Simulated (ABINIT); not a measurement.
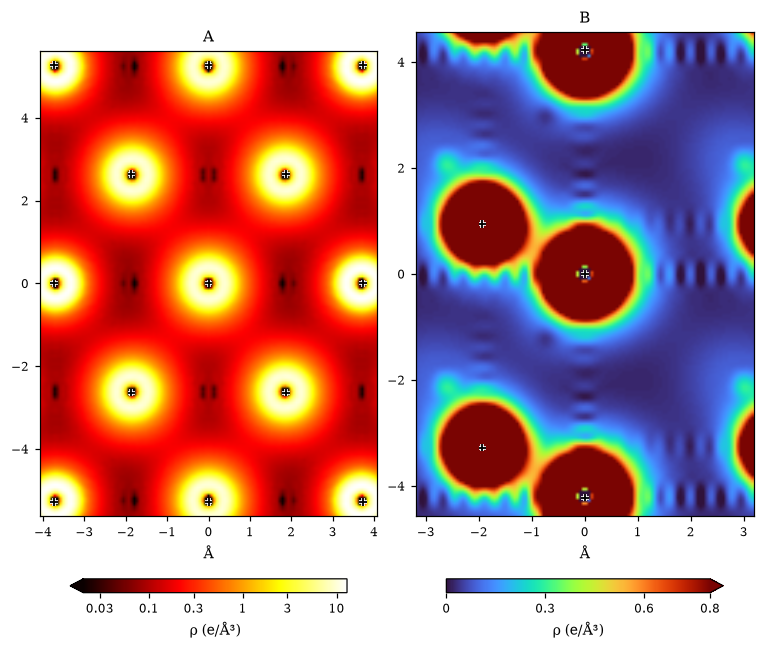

The valence electron density of 2 systems, each on a plane through atoms (crosses mark nuclei in the plane).

The calculation used ABINIT 10.8.3, Kohn-Sham DFT of a periodic cell, PBEsol, PseudoDojo NC SR PBEsol v0.4.1 standard.

System 1: GaSb3, the (011) plane of the conventional cell. Space group Fm-3m; a structure from a database of computed crystals, not necessarily the ambient phase; computed pressure about −3 GPa in this cell.

```
Sb Ga
1.0
     7.46119    0.00000    0.00000
     0.00000    7.46119    0.00000
     0.00000    0.00000    7.46119
Sb Ga
12 4
Direct
  0.50000 0.00000 0.00000
  0.00000 0.50000 0.00000
  0.00000 0.00000 0.50000
  0.50000 0.50000 0.50000
  0.75000 0.25000 0.25000
  0.25000 0.75000 0.25000
  0.25000 0.25000 0.75000
  0.75000 0.75000 0.75000
  0.25000 0.25000 0.25000
  0.75000 0.75000 0.25000
  0.75000 0.25000 0.75000
  0.25000 0.75000 0.75000
  0.00000 0.00000 0.00000
  0.50000 0.50000 0.00000
  0.50000 0.00000 0.50000
  0.00000 0.50000 0.50000
```

System 2: SnO, the (100) plane of the conventional cell. Space group Pmn2₁; a structure from a database of computed crystals, not necessarily the ambient phase; not relaxed (largest force 0.3 eV/Å); computed pressure about −3 GPa in this cell.

```xyz
4
Lattice="3.3550 0.0000 0.0000 0.0000 5.6741 0.0000 0.0000 0.0000 4.2220" Properties=species:S:1:pos:R:3 pbc="T T T"
Sn    1.6775    4.3582    0.0555
Sn    0.0000    1.3159    2.1665
O     1.6775    0.6171    1.0000
O     0.0000    5.0570    3.1110
```

Question: Which map belongs to which system?

Answer: Panel A is system 1, GaSb3: the plane holds Sb and Ga. Ga–Sb (3.23 Å): the density is about 0.16 e/Å³ at the midpoint. Panel B is system 2, SnO: the plane holds Sn and O. Sn–O (2.15 Å): the density is about 0.54 e/Å³ at the midpoint.
